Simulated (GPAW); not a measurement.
System: MgO, space group Fm-3m (No. 225).

Input of the run:
```
from ase import Atoms
from ase.eos import EquationOfState
from ase.io import Trajectory
from ase.units import GPa
from gpaw import GPAW, PW, setup_paths

setup_paths.insert(0, '.')

atoms = Atoms(['Mg', 'O'],
              cell=[[0.0, 2.0970013927, 2.0970013927],
                    [2.0970013927, 0.0, 2.0970013927],
                    [2.0970013927, 2.0970013927, 0.0]],
              scaled_positions=[[0.0, 0.0, 0.0],
                                [0.5, 0.5, 0.5]],
              pbc=True)

traj = Trajectory('eos.traj', 'w')
volumes, energies = [], []
for x in [0.94, 0.96, 0.98, 1.0, 1.02, 1.04, 1.06]:
    a = atoms.copy()
    a.set_cell(atoms.cell * x**(1 / 3), scale_atoms=True)
    calc = GPAW(mode=PW(800),
                xc='PBEsol',
                kpts={'size': (11, 11, 11), 'gamma': True},
                occupations={'name': 'fermi-dirac', 'width': 0.05},
                nbands=16,
                convergence={'density': 1e-05, 'energy': 1e-05},
                maxiter=150,
                txt=f'eos-{x:.2f}.txt')
    a.calc = calc
    energies.append(a.get_potential_energy(force_consistent=True))
    volumes.append(a.get_volume())
    p = -a.get_stress()[:3].mean() / GPa
    calc.write(f'eos-{x:.2f}.gpw')
    traj.write(a)
    print(f'{x:.2f} {volumes[-1]:10.4f} A^3 {energies[-1]:14.6f} eV {p:9.3f} GPa', flush=True)

v0, e0, B = EquationOfState(volumes, energies, eos='birchmurnaghan').fit()
print(f'V0 = {v0:.4f} A^3, E0 = {e0:.6f} eV, B0 = {B / GPa:.2f} GPa')
```

Command:
```bash
gpaw-setup -f PBEsol Mg O
OMP_NUM_THREADS=1 python run.py
```

Calculation (GPAW 26.7.0): PAW DFT in plane waves, on a grid or in atomic orbitals, no spin polarisation; energies at scaled volumes of the given cell, shape and fractions fixed, counted from the fit's minimum, third-order Birch-Murnaghan fit. Level: PBEsol.

| setting | value |
| --- | --- |
| k mesh | 11×11×11 |
| occupations | Fermi–Dirac |
| smearing width | 0.05 eV |
| potentials | PAW data sets made by gpaw setup for the functional |
| wave cutoff | 800 eV |
| program settings | basis pw |

Describe the result: the energy and pressure against volume. The volume takes the values 8.6681, 8.8525, 9.0370, 9.2214, 9.4058, 9.5902, 9.7747 Å³/atom.

A third-order Birch–Murnaghan fit gives V0 = 9.41 Å³/atom, B0 = 158 GPa and B′ = 4.1. The energy is 32.93 meV/atom at volume 8.6681 Å³/atom and 6.63 meV/atom at 9.7747 Å³/atom; the lowest computed point is at volume 9.4058 Å³/atom (0.00 meV/atom). The pressure falls from 15.17 GPa at volume 8.6681 Å³/atom to −5.75 GPa at 9.7747 Å³/atom, and changes sign near 9.40 Å³/atom.

```json
{"volume (Å³/atom)": "8.6681", "energy (meV/atom)": "32.93", "pressure (GPa)": "15.17"}
{"volume (Å³/atom)": "8.8525", "energy (meV/atom)": "17.90", "pressure (GPa)": "10.74"}
{"volume (Å³/atom)": "9.0370", "energy (meV/atom)": "7.70", "pressure (GPa)": "6.74"}
{"volume (Å³/atom)": "9.2214", "energy (meV/atom)": "1.88", "pressure (GPa)": "3.13"}
{"volume (Å³/atom)": "9.4058", "energy (meV/atom)": "0.00", "pressure (GPa)": "-0.13"}
{"volume (Å³/atom)": "9.5902", "energy (meV/atom)": "1.70", "pressure (GPa)": "-3.08"}
{"volume (Å³/atom)": "9.7747", "energy (meV/atom)": "6.63", "pressure (GPa)": "-5.75"}
```

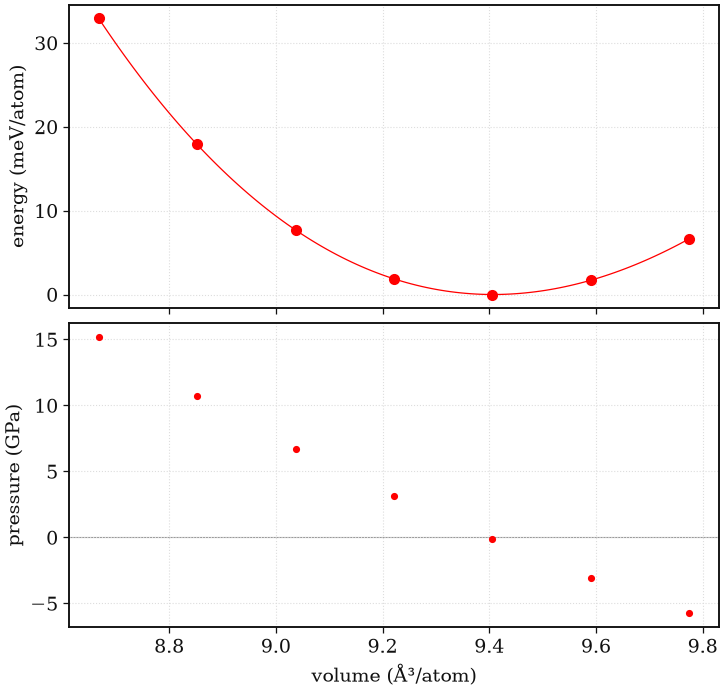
